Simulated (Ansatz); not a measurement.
# A series of single points on MoS2

System: MoS2 (3 atoms in the cell).
Method: Kohn-Sham DFT of a periodic cell, PBE, Ansatz PAW, no spin polarisation (Ansatz 0.2.0).

The 7 runs differ only in the geometry, by an even scaling of the cell at fixed fractional positions. The structure derives from an entry of the Crystallography Open Database.

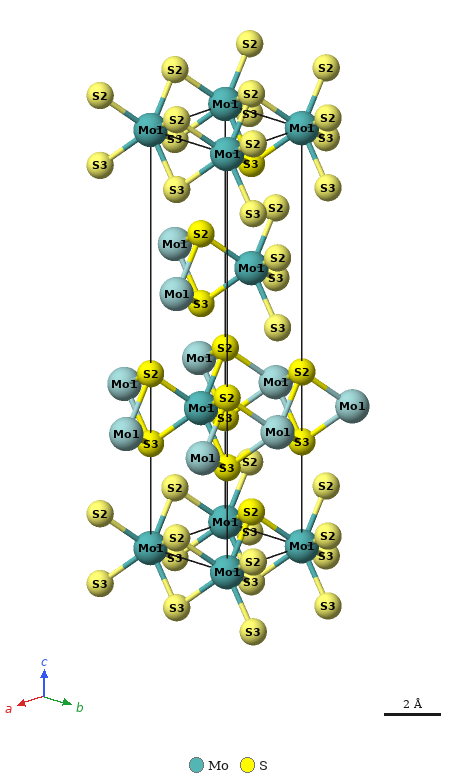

Figure 1. The structure of run 4 (ball-and-stick view of the cell 3 times as large as that of the calculation, set on its symmetry axes, seen at an oblique angle; neighbours outside the cell are drawn fainter; atoms are numbered from 1 in the order of the input).

## Input of run 4
```yaml
crystal:
  lattice:
    - [1.58, 0.9122134253, 6.15]
    - [-1.58, 0.9122134253, 6.15]
    - [0.0, -1.8244268506, 6.15]
  atoms:
    - { symbol: Mo, position: [0.0, 0.0, 0.0] }
    - { symbol: S, position: [0.417, 0.417, 0.417] }
    - { symbol: S, position: [0.25, 0.25, 0.25] }
hamiltonian:
  xc: pbe
  pseudopotentials: { kind: paw }
kpoints:
  mp_grid: { grid: [10, 10, 10] }
scf:
  occupations: { method: fermi_dirac, width: 0.05 }
output:
  forces: true
  stress: true
  eigenvalues: true
```

Command:
```bash
ansatz run input.yaml --threads 2 --pin off --max-ram 5120MiB --backend cpu --events-out ev --progress --plain --runs-dir out
```

Lattice vectors (Å) and fractional positions of run 4:
```
   1.580000    0.912213    6.150000
  -1.580000    0.912213    6.150000
   0.000000   -1.824427    6.150000
Mo  0.000000  0.000000  0.000000
S   0.417000  0.417000  0.417000
S   0.250000  0.250000  0.250000
```

Run 3 differs from it as follows:
```diff
-    - [1.58, 0.9122134253, 6.15]
-    - [-1.58, 0.9122134253, 6.15]
-    - [0.0, -1.8244268506, 6.15]
+    - [1.5693956536, 0.9060910031, 6.1087235885]
+    - [-1.5693956536, 0.9060910031, 6.1087235885]
+    - [0.0, -1.8121820061, 6.1087235885]
```

## Results, with one run withheld

| run | volume per atom (Å³) | free energy per atom, from the lowest run given (meV) | pressure (GPa) | gap on the mesh (eV) |
| --- | --- | --- | --- | --- |
| 1 | 16.664 | 82.08 | 16.94 | 0.89 |
| 2 | 17.019 | 49.41 | 12.66 | 0.92 |
| 3 | 17.373 | ? | ? | ? |
| 4 | 17.728 | 10.10 | 5.35 | 0.95 |
| 5 | 18.083 | 1.77 | 2.23 | 0.97 |
| 6 | 18.437 | 0.00 | −0.58 | 0.98 |
| 7 | 18.792 | 4.13 | −3.11 | 0.99 |

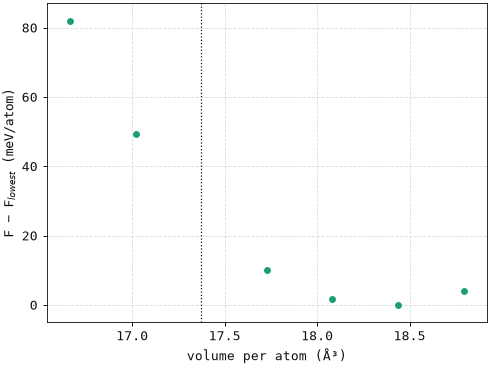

Figure 2. Free energy per atom of the runs given; the dotted line marks run 3.

Fit the runs given and predict run 3.

A cubic polynomial in V^(−2/3) (the Birch–Murnaghan form), fitted to the 6 runs given, misses them by at most 0.01 meV per atom. With x = V^(−2/3) − 0.14690 Å⁻², it reads F = 9.0419 + 5718 x + 8.9276e+05 x² + 9.7231e+05 x³ (meV per atom). At run 3 it gives 25.75 meV per atom, and the run itself gives 25.71. The slope of the fit gives a pressure −dF/dV of 8.82 GPa there, and the run prints 8.82 GPa. The fit has its minimum at 18.361 Å³ per atom, where V d²F/dV² gives 141 GPa. Cell shape and fractional positions are held, so this is the stiffness under even scaling; the relaxed bulk modulus wasn't computed and can be far lower in a crystal of layers, chains or molecules like this one. The gap on the mesh goes, without turning, from 0.89 eV in run 1 to 0.99 eV in run 7; run 3 has 0.94 eV. These are gaps of this functional on this mesh, which can miss the band edges; they aren't the measured gap.

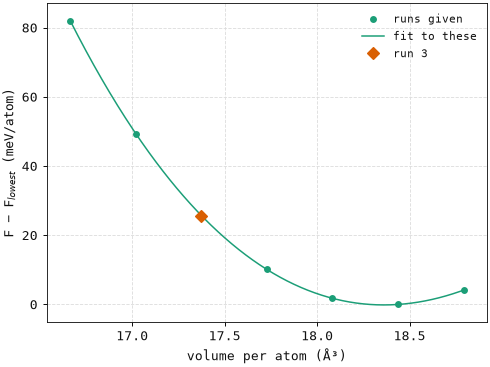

Figure 3. The fit and the withheld run.

## Output, shortened to warnings, some set-up lines, iterations and results (run 3)
```
Basis set: ecut = 420 eV, 999 PW (Γ), FFT grids on a1−a3, a2−a3, a3, exchange–correlation on 48×48×90 points (8 copies of the dense FFT grid, shifted against one another)
Symmetry: 6 space group operations
k-points: 116 of 1000 (time reversal used)
Initial density: superposition of atomic densities (neutral atoms: chi_scale 0, normalization atom), corrected by the library's trained network
[...]
SCF iter   1: F=—  HF=-6762.699482 eV  |F-HF|=—  |Δ(HF+E_count)|=         —  Δρ=5.71e-3  dr2=4.10e-3  ethr=1.77e-3  ⟨swp⟩=5.9  Hψ=11001  notcnv=0
SCF iter   2: F=—  HF=-6762.703528 eV  |F-HF|=—  |Δ(HF+E_count)|=   4.05e-3  Δρ=2.98e-3  dr2=1.42e-3  ethr=1.58e-5  ⟨swp⟩=2.0  Hψ=3927  notcnv=0
SCF iter   3: F=—  HF=-6762.706355 eV  |F-HF|=—  |Δ(HF+E_count)|=   2.83e-3  Δρ=2.11e-3  dr2=6.86e-3  ethr=5.45e-6  ⟨swp⟩=2.8  Hψ=3766  notcnv=0  recentre
SCF iter   4: F=—  HF=-6762.705586 eV  |F-HF|=—  |Δ(HF+E_count)|=   7.69e-4  Δρ=4.97e-4  dr2=1.68e-4  ethr=5.45e-6  ⟨swp⟩=2.0  Hψ=2777  notcnv=0
SCF iter   5: F=—  HF=-6762.705592 eV  |F-HF|=—  |Δ(HF+E_count)|=   6.18e-6  Δρ=9.66e-5  dr2=8.74e-6  ethr=6.44e-7  ⟨swp⟩=2.4  Hψ=2852  notcnv=0
SCF iter   6: F=—  HF=-6762.705594 eV  |F-HF|=—  |Δ(HF+E_count)|=   2.19e-6  Δρ=5.16e-5  dr2=1.97e-6  ethr=3.36e-8  ⟨swp⟩=2.0  Hψ=2742  notcnv=0
SCF iter   7: F=—  HF=-6762.705595 eV  |F-HF|=—  |Δ(HF+E_count)|=   3.72e-7  Δρ=1.91e-5  dr2=1.81e-7  ethr=7.59e-9  ⟨swp⟩=2.4  Hψ=2780  notcnv=0
SCF iter   8: F=-6762.705595 eV  HF=-6762.705595 eV  |F-HF|=1.39e-8  |Δ(HF+E_count)|=   1.83e-7  Δρ=4.50e-6  dr2=6.31e-9  ethr=3.85e-10  ⟨swp⟩=5.7  Hψ=8237  notcnv=0
SCF 1 converged in 8 iterations: F = -6762.705595 eV  dr2 = 6.31e-9
SCF converged after 8 iterations
Free energy (F): -6762.705595 eV
Harris-Foulkes:  -6762.705595 eV  (|F-HF|=1.39e-8)
Internal energy: -6762.705594 eV  (E = F + TS)
E sigma→0 (E₀):  -6762.705594 eV
Entropy (-TS):   -0.000001 eV (-0.000 meV/atom)
Fermi energy:    11.865296 eV
--- Per-component energies (eV) ---
  E_band       = -146.815211
  E_kinetic    = 659.817825
  E_local      = -1976.375371  (includes V_loc(G=0)·N_el)
  E_nonlocal   = 199.471211
  E_hartree    = 765.397259
  E_xc         = -379.881920
  E_vxc        = -406.860133  (∫ρ·V_xc dr)
  E_paw        = -4401.796553  (= ΣΔE_a)
  E_vpaw       = -153.664680  (= ΣTr[D̂ρ^β])
  E_aug_tail   = 0.000038  (compensation charges beyond the density's cutoff)
  E_ewald      = -1629.338083
  E_smearing   = -0.000001  (= −TS)
  E_closure    = 0.000000  (closes the sum)
  Σ components = -6762.705595   (vs F -6762.705595, Δ=0.00e0)
--- Forces (eV/Å), atoms counted from 1 ---
  atom   1  Mo    -0.00000000     0.00000000     0.09033865
  atom   2  S     -0.00000000     0.00000000     0.78929303
  atom   3  S      0.00000000    -0.00000000    -0.87967770
  max |Σ_I F_I| component: 4.60e-5 eV/Å
--- Stress (GPa, compression-positive) ---
        7.890279       0.000000      -0.000000
        0.000000       7.890279       0.000000
       -0.000000       0.000000      10.668621
  P = ⅓ Tr σ = 8.8164 GPa (88.164 kbar)
```
